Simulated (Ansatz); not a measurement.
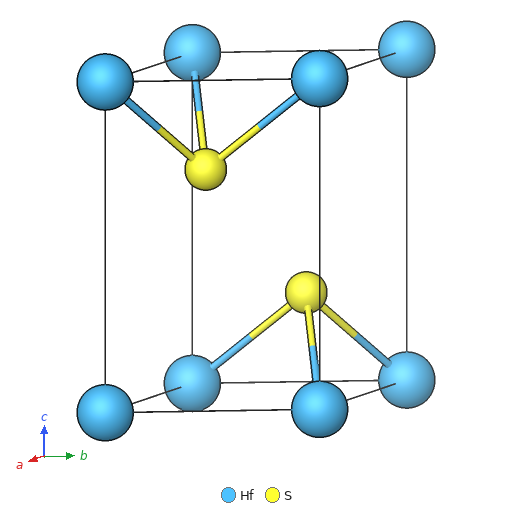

System: HfS₂, space group P-3m1 (No. 164). The picture shows the conventional cell.

Starting cell:
```cif
data_structure
_symmetry_space_group_name_H-M 'P 1'
_symmetry_Int_Tables_number 1
_cell_length_a 3.2945
_cell_length_b 3.2945
_cell_length_c 5.1084
_cell_angle_alpha 90.000
_cell_angle_beta 90.000
_cell_angle_gamma 120.000
_cell_volume 48.02
loop_
_atom_site_label
_atom_site_type_symbol
_atom_site_fract_x
_atom_site_fract_y
_atom_site_fract_z
_atom_site_occupancy
Hf1 Hf 0.00000 0.00000 0.00000 1
S1 S 0.66667 0.33333 0.70261 1
S2 S 0.33333 0.66667 0.29739 1
```

How it was computed, with Ansatz 0.2.0: harmonic phonon frequencies at the zone centre with atoms at rest in the given cell, without the long-range term of polar modes, the three translations left out, imaginary frequencies are negative; plane waves with PAW datasets, Γ-centred k mesh. Level: PBEsol, no spin polarisation.

wave cutoff 420 eV; k mesh 12×12×8; occupations Fermi–Dirac; smearing width 0.15 eV; pressure 25 GPa; phonon method linear response.

Predict the zone-centre optical phonon frequencies (the three acoustic modes are left out).

No frequency is imaginary, so the structure is stable to these displacements (zone-boundary modes weren't tested here). The highest mode lies at 423.6 cm⁻¹. The optical modes lie at 211.2 (×2), 283.4 (×2), 377.2, 423.6 cm⁻¹.

```json
{"frequency (cm⁻¹)": "211.2"}
{"frequency (cm⁻¹)": "211.2"}
{"frequency (cm⁻¹)": "283.4"}
{"frequency (cm⁻¹)": "283.4"}
{"frequency (cm⁻¹)": "377.2"}
{"frequency (cm⁻¹)": "423.6"}
```

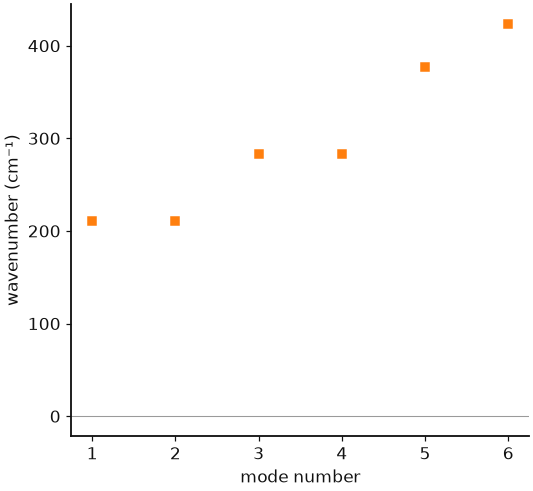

Caveats: metal sensitive to the k mesh.
